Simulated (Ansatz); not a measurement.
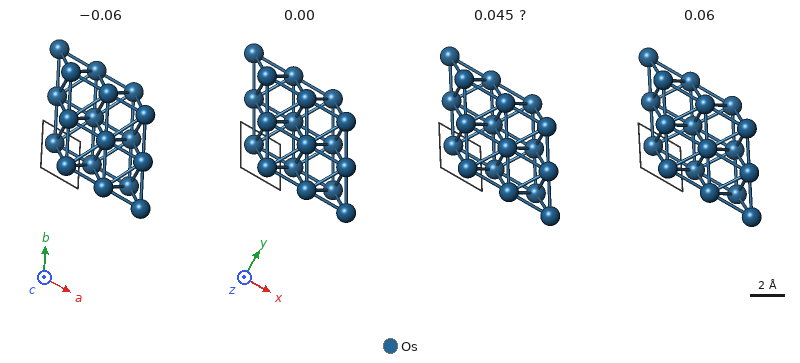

A crystal of Os (P6_3/mmc): the cell is strained along x and oppositely along y, with the atoms kept at their fractional coordinates. x, y and z are the Cartesian axes of the input. The picture is a ball-and-stick view of the cell of the calculation, repeated 3 × 3 × 2 with one cell outlined, seen along the c axis.

The calculation used Ansatz 0.2.0, DFT PBEsol, scalar-relativistic, plane waves, PAW. Settings: plane-wave cutoff 420 eV; k-point mesh 18 × 18 × 12; occupations gaussian; smearing width 0.15 eV; no spin polarisation. Energies (free energies at the smearing named) are counted from the cell as listed in its source, which wasn't relaxed.

```
 strain  ΔE (meV/atom)
−0.0600          184.4
−0.0450          101.8
−0.0300           44.4
−0.0150           10.9
 0.0000            0.0
 0.0150           10.6
 0.0300           41.2
 0.0450              ?
 0.0525          121.6
 0.0600          157.0
```

Estimate the missing energy from the other rows, and compare with the calculation.

Answer. A straight line between the two neighbours gives 94.8 meV/atom. A cubic through the four nearest rows (0.0150, 0.0300, 0.0525, 0.0600) gives, with Lagrange weights, (−0.0667)(10.6) + (0.3333)(41.2) + (1.0667)(121.6) + (−0.3333)(157.0) = 90.4 meV/atom. The calculation gives 90.4 meV/atom, so the cubic is right to the digits shown and the straight line 4.4 meV/atom too high, as the curve bends upwards here.

The whole profile:

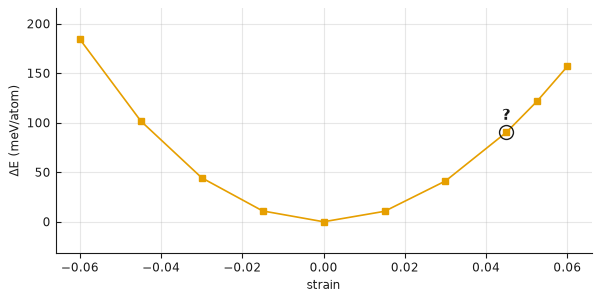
